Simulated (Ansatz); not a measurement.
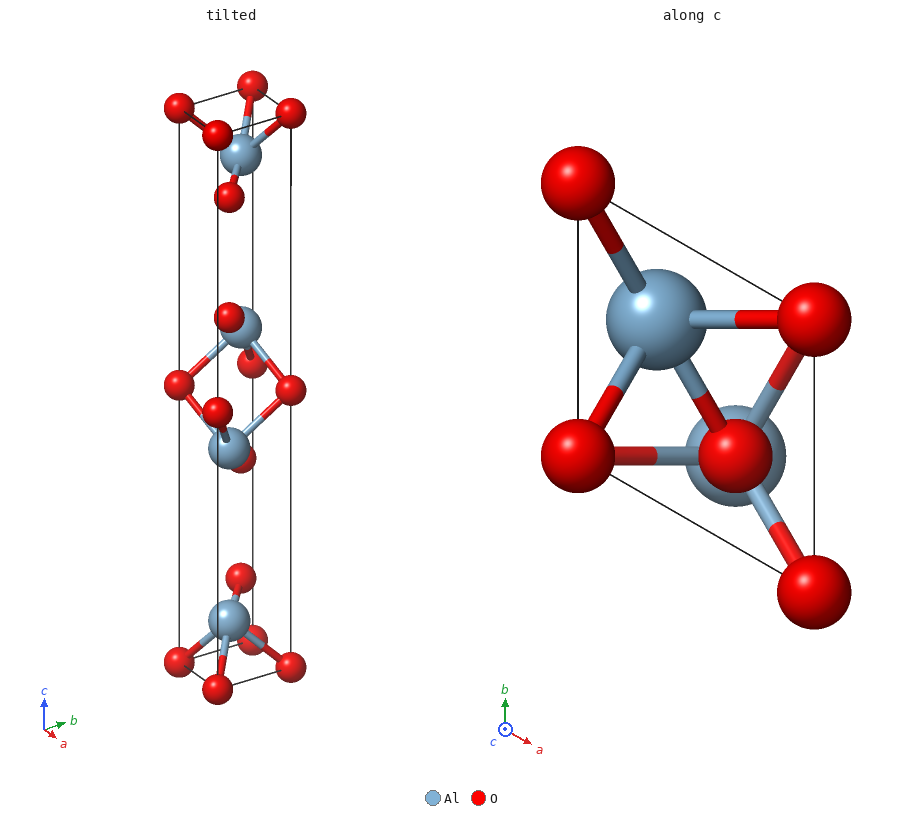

Shown here is a ball-and-stick view of the crystal, taken slightly off an axis and along the c axis. Atoms at the boundary of the conventional unit cell (the box) are drawn once for each face, edge or corner they touch. Cell: a = 2.87 Å, b = 2.87 Å, c = 14.50 Å, α = 90.00°, β = 90.00°, γ = 120.00°.

Its origin is a structure type filled with these elements by a generator (whether the compound takes this form wasn't checked). Earlier steps of the study may have refined or changed the cell and positions. Ansatz was used for an electronic-structure calculation on it.

Give a description of the structure.

Answer. It has the composition Al₂O₃. It is primitive hexagonal, space group P6_3/mmc (No. 194). With Z = 2, the cell contains 4 Al, 6 O. Around each Al lie six O in a distorted octahedral arrangement at about 1.8 to 2.1 Å. O takes two kinds of site: 2a with six Al in a distorted octahedral arrangement at about 2.1 Å; 4f with three Al in a trigonal pyramidal arrangement at about 1.8 Å. The bonds build Al2O3 layers parallel to (001).

Results below were computed with Ansatz, DFT PBE+D3(BJ), scalar-relativistic, plane waves, PAW; the settings were a cutoff energy of 420 eV, the zone sampled with 9×9×2 points, Gaussian smearing of 0.02 eV, no spin polarisation.

Predict the gap.

Answer. An insulator at this level, with a gap of 4.76 eV, indirect.

List the Bader charges.

Answer. Al +2.54 e; O -1.73 to -1.67 e.

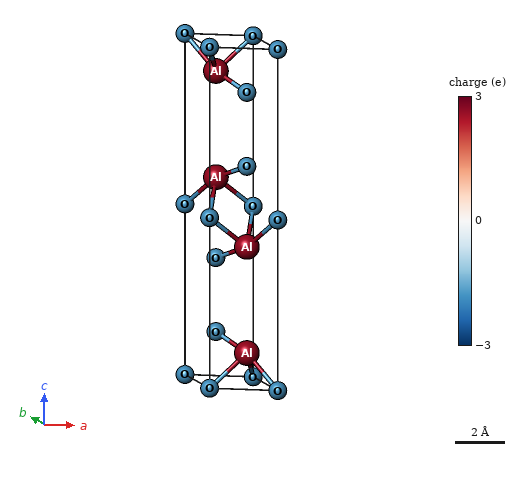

The atoms coloured by those charges. The run's cell of 10 atoms is drawn.

Is this the optimised geometry for these settings?

Answer. Yes. All forces vanish to within 0.01 eV/Å. The pressure is 0.0 GPa, close to zero.
